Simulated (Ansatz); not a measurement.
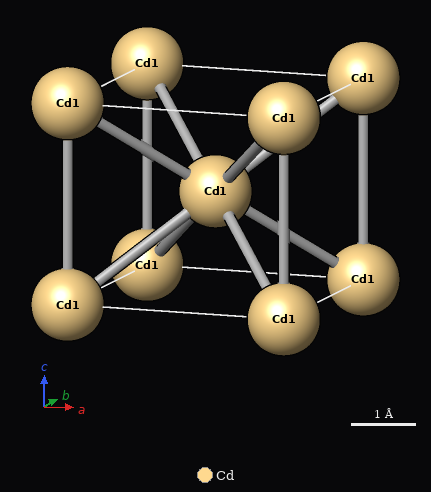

**Figure 1.** The structure (ball-and-stick view of the cell 2 times as large as that of the calculation, set on its symmetry axes, seen slightly off an axis; atoms are numbered from 1 in the order of the input). Near neighbours in the crystal (not all of them lie inside the picture): Cd has 10 Cd at 3.05 to 3.25 Å.

Single-point calculation of Cd

The run: single-point calculation of Cd (I4/mmm, 1 atom in the cell). Method and program: DFT PBE, scalar-relativistic, plane waves, PAW, no spin polarisation (Ansatz 0.2.0).

The structure derives from a Materials Project entry. Figures and captions count atoms from 1; the log counts them from 0 in places.

### Input file
```yaml
crystal:
  lattice:
    - [0.0, 2.5829752687, 1.6252080391]
    - [2.5829752687, 0.0, 1.6252080391]
    - [2.5829752687, 2.5829752687, 0.0]
  atoms:
    - { symbol: Cd, position: [0.0, 0.0, 0.0] }
basis:
  ecutwfc: 420
kpoints:
  mp_grid: { grid: [18, 18, 18] }
hamiltonian:
  xc: pbe
scf:
  occupations: { method: gaussian, width: 0.15 }
output:
  forces: true
  stress: true
  eigenvalues: true
  write_density: true
  write_potential: true
  elf: true
  volumetric_format: npy
```

Launched with:
```bash
ansatz run input.yaml --threads 1 --pin off --max-ram 2048MiB --backend cpu --events-out ev --progress --plain --runs-dir out
```

### The program's output
```
Engine: ansatz 0.2.0, aarch64-unknown-linux-gnu
Pseudopotentials: kind: paw
Pseudopotential: Cd, paw, valence charge 20, recommended cutoff 420 eV (normal), Cd.paw.azcp
Functional definition: PBE
  parameter kappa = 0.804
  parameter beta = 0.06672455060314922
  exchange = pbe_x(kappa = kappa, mu = beta*pi^2/3)
  correlation = pbe_c(beta = beta)
Crystal: 1 atoms, lattice volume = 21.686 Å³
Basis set: ecut = 420 eV, 425 PW (Γ), exchange–correlation on 48×48×50 points (8 copies of the dense FFT grid, shifted against one another)
Bands: 14, of which v1, the nominal top of the filled ones, is band 10 counted from 1 (9 counted from 0)
Symmetry: 16 space group operations
Space group: I4/mmm (ITA 139), of the structure as read, at distance tolerance 2.8e-5 Å
k-points: 480 of 5832
Non-local potential: Cd, projectors of the file, l = 0: 3, l = 1: 2, l = 2: 2, l = 3: 1
PAW form: soft (Blöchl's): semilocal exchange-correlation on the pseudo side does not see the compensation charge
PAW one-centre angular grid: Cd, 590 points (default); XC on 64 Gauss nodes
Initial density: superposition of atomic densities (neutral atoms: chi_scale 0, normalization atom), corrected by the library's trained network
Initial wavefunctions: pseudopotential atomic-orbital guess
Functional: x = pbe(κ = 0.804, μ = 0.2195149727645171), c = pbe(β = 0.06672455060314922)
SCF iter   1: F=—  HF=-8254.394346 eV  |F-HF|=—  |Δ(HF+E_count)|=         —  Δρ=6.22e-4  dr2=6.09e-5  ethr=1.77e-3  ⟨swp⟩=4.9  Hψ=33448  notcnv=0
preconditioner: auto → Kerker (q_TF=auto, 2.692 Å⁻¹)  [metal: Δε(μ)=0.008 eV  Ē_g=16.596 eV  σ=0.150 eV  W_gap=0.03  n_scr=12 (ndim 8)  ℏωp=27.6 eV  f_vac=0.000  D(μ)=0.48/eV (n_scr^D=0)]
SCF iter   2: F=—  HF=-8254.394498 eV  |F-HF|=—  |Δ(HF+E_count)|=   1.52e-4  Δρ=3.67e-4  dr2=2.13e-5  ethr=3.04e-7  ⟨swp⟩=2.8  Hψ=14949  notcnv=0
SCF iter   3: F=—  HF=-8254.394506 eV  |F-HF|=—  |Δ(HF+E_count)|=   8.34e-6  Δρ=7.66e-5  dr2=1.09e-6  ethr=1.07e-7  ⟨swp⟩=2.1  Hψ=8827  notcnv=0
iter 4 did not close the SCF: its close was put off for the readings that it lacked (scf_convergence_deferred on its scf_iter line)
SCF iter   4: F=-8254.394507 eV  HF=-8254.394507 eV  |F-HF|=4.62e-9  |Δ(HF+E_count)|=   3.59e-7  Δρ=1.97e-5  dr2=8.89e-8  ethr=5.47e-9  ⟨swp⟩=2.0  Hψ=7818  notcnv=0
iter 5 did not close the SCF: its close was put off for the readings that it lacked (scf_convergence_deferred on its scf_iter line)
SCF iter   5: F=-8254.394507 eV  HF=-8254.394507 eV  |F-HF|=8.55e-11  |Δ(HF+E_count)|=   8.56e-9  Δρ=4.62e-6  dr2=4.91e-9  ethr=4.45e-10  ⟨swp⟩=1.9  Hψ=7231  notcnv=0
SCF iter   6: F=-8254.394507 eV  HF=-8254.394507 eV  |F-HF|=7.82e-11  |Δ(HF+E_count)|=  2.06e-10  Δρ=8.44e-7  dr2=9.90e-11  ethr=2.46e-11  ⟨swp⟩=4.1  Hψ=29548  notcnv=0
SCF 1 converged in 6 iterations: F = -8254.394507 eV  dr2 = 9.90e-11
  greatest PAW one-centre occupation: 1.000 electrons in one spin orbital (limit 2), on the Cd atom at site 0 (counted from 0), in its partial waves of l = 0
SCF converged after 6 iterations
Free energy (F): -8254.394507 eV
Harris-Foulkes:  -8254.394507 eV  (|F-HF|=7.82e-11)
Internal energy: -8254.389101 eV  (E = F + TS)
E sigma→0 (E₀):  -8254.391804 eV
Entropy (-TS):   -0.005406 eV (-5.406 meV/atom)
Fermi energy:    14.676573 eV
--- Per-component energies (eV) ---
  E_band       = -395.168187
  E_kinetic    = 505.132976
  E_local      = -2929.298940  (includes V_loc(G=0)·N_el)
  E_nonlocal   = 32.057455
  E_hartree    = 1378.831062
  E_xc         = -177.295919
  E_vxc        = -222.401806  (∫ρ·V_xc dr)
  E_paw        = -4082.060109  (= ΣΔE_a)
  E_vpaw       = -538.320253  (= ΣTr[D̂ρ^β])
  E_aug_tail   = 0.000013  (compensation charges beyond the density's cutoff)
  E_ewald      = -2981.755640
  E_smearing   = -0.005406  (= −TS)
  E_closure    = -0.000000  (closes the sum)
  Σ components = -8254.394507   (vs F -8254.394507, Δ=0.00e0)
--- Forces (eV/Å), atoms counted from 1 ---
  atom   1  Cd    -0.00000000     0.00000000     0.00000000
  max |Σ_I F_I| component: 1.97e-31 eV/Å
--- Stress (GPa, compression-positive) ---
        4.215597       0.000000       0.000000
        0.000000       4.215597       0.000000
        0.000000       0.000000       1.378115
  P = ⅓ Tr σ = 3.2698 GPa (32.698 kbar)
--- Band table (eV; the first three rows and the last of 480) ---
  k-point 0: bands = ["-88.4378", "-49.4718", "-49.4718", "-49.4644", "5.1715", "5.4464", "5.4464", "5.7150", "5.8169", "6.0840", "28.2552", "28.2552", "30.7883", "31.2288"]
  k-point 1: bands = ["-88.4377", "-49.4723", "-49.4722", "-49.4651", "5.1835", "5.4447", "5.4520", "5.7861", "5.8418", "6.0740", "28.0758", "28.1210", "29.9851", "30.7308"]
  k-point 2: bands = ["-88.4375", "-49.4744", "-49.4735", "-49.4665", "5.1995", "5.4236", "5.4880", "5.8284", "6.0267", "6.1229", "27.5526", "27.7197", "27.9914", "29.8661"]
  k-point 479: bands = ["-88.4324", "-49.5037", "-49.5037", "-49.4880", "4.7866", "4.8263", "6.3020", "6.3020", "6.3756", "17.1168", "17.1168", "19.7566", "20.1199", "21.9218"]
```

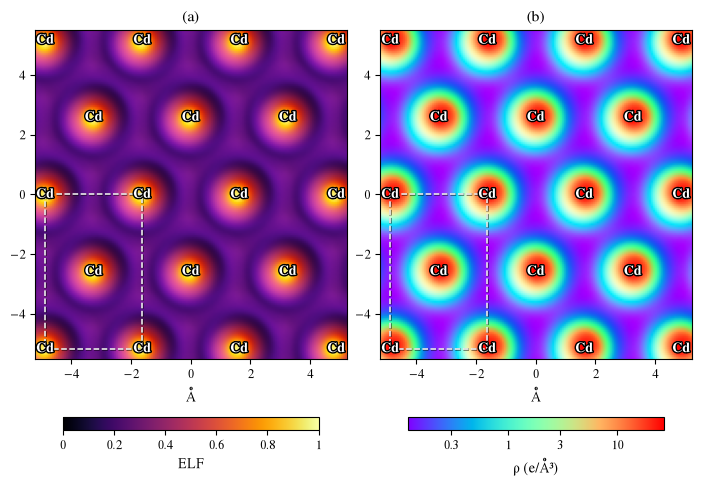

**Figure 2.** (a) ELF; (b) valence electron density on the (110) plane of the conventional cell. The section cuts through Cd sites. Cd–Cd (3.05 Å): the density is about 0.17 e/Å³ at the midpoint; the ELF is about 0.20 at the midpoint; no shared electron pair. Cd–Cd (3.25 Å): ρ is about 0.14 e/Å³ halfway; the ELF is about 0.25 at the midpoint; no localised pair between them. Away from the nuclei the density in this plane falls to 0.12 e/Å³ at its lowest. The strong features right at Cd lie inside the PAW spheres (semicore, d or f shells) and say nothing about bonding. Core electrons are frozen (PAW), so the fields are smoothed inside the atomic spheres.

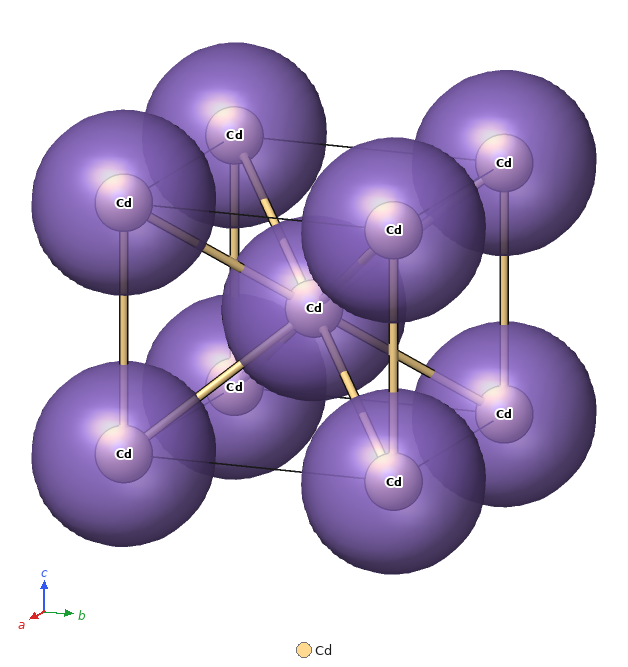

**Figure 3.** Isosurface of the valence charge density (pseudo) at 0.3 e/Å³ (purple), seen slightly off an axis. Sticks mark near contacts. The outline is the cell set on symmetry axes. At this value the density breaks into separate islands; it holds about 90 % of the electrons treated as valence (semicore included). It is pinched off along the Cd–Cd (3.05 Å) and Cd–Cd (3.25 Å) contacts. On the grid the lowest density along these lines, outside the cores, is 0.17 e/Å³ (Cd–Cd, 3.05 Å) and 0.14 e/Å³ (Cd–Cd, 3.25 Å).

### Key numbers

- outcome: converged
- space group (tolerance 0.01 Å): I4/mmm (139)
- electrons treated: 20
- free energy: −8254.3945 eV
- Fermi energy: 14.677 eV
- gap on the k-point mesh: none (metallic)
- pressure: 3.27 GPa
- largest force (length of the vector): under 0.001 eV/Å
- hardware: 1 thread of Arm Neoverse V2, 24 GiB of memory available, shared host
- wall time: 7.6 s
- peak memory: 0.38 GiB
